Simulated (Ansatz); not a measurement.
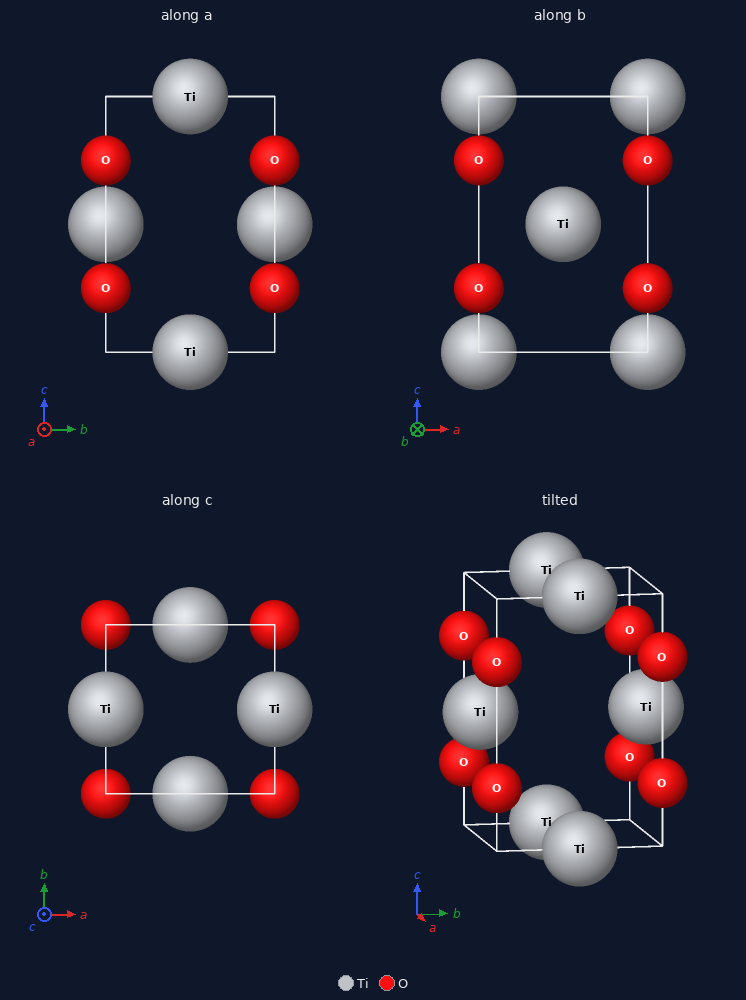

Drawn in the spheres-only manner and seen along the a axis, along the b axis, along the c axis and slightly off an axis. The wireframe shows the conventional unit cell.

Lattice parameters: a = 3.145 Å, b = 3.145 Å, c = 4.763 Å, α = 90.00°, β = 90.00°, γ = 90.00°. Put a along x and b in the xy plane.

Write the structure as a POSCAR file.

Answer.
```
Ti O
1.0
     3.145    0.000    0.000
     0.000    3.145    0.000
     0.000    0.000    4.763
Ti O
2 2
Direct
  0.0000 0.5000 0.0000
  0.5000 0.0000 0.5000
  0.0000 0.0000 0.2500
  0.0000 0.0000 0.7500
```

The cell started as a structure type filled with these elements by a generator (whether the compound takes this form wasn't checked). The cell was then strained or its atoms displaced on purpose. A calculation with Ansatz used it as input.

At this level of theory the cell isn't at rest (compressed, at 4 GPa), so its distances can differ from those at equilibrium, the more so the softer the solid.
